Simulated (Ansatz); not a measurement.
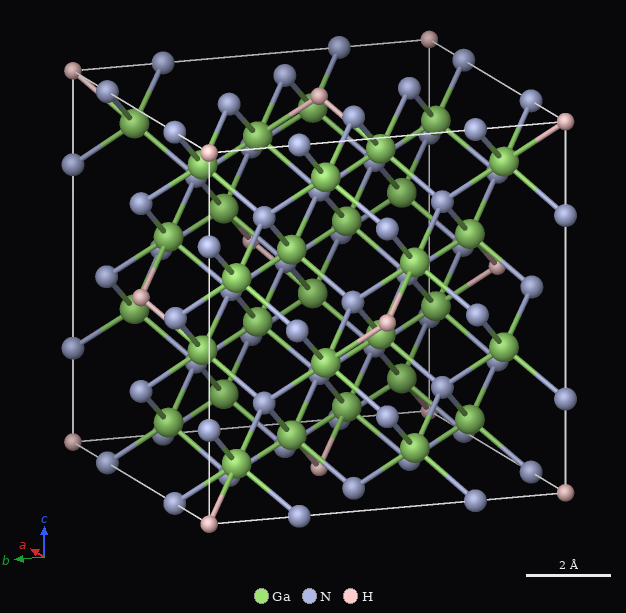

This ball-and-stick model is shown from a general direction. One conventional unit cell is outlined, and atoms on its boundary appear in each equivalent place.

Caption:

Formula: Ga8HN8. It takes space group F-43m (No. 216) on a face-centred cubic lattice. With Z = 4, the cell contains 32 Ga, 4 H, 32 N. Around each N lie four Ga in a tetrahedral arrangement at about 2.0 Å. The neighbours of H are four Ga in a tetrahedral arrangement at about 2.0 Å. Ga takes two kinds of site: 16e with four N in a tetrahedral arrangement at about 2.0 Å; 16e with four N and one H (about 2.0 Å to N, 2.0 Å to H). The bonds build a three-dimensional framework.

The initial geometry was a structure listed in the Materials Project, repeated into a supercell with a point defect put in. The cell was then strained or its atoms displaced on purpose. It was set up as input for a calculation with Ansatz.
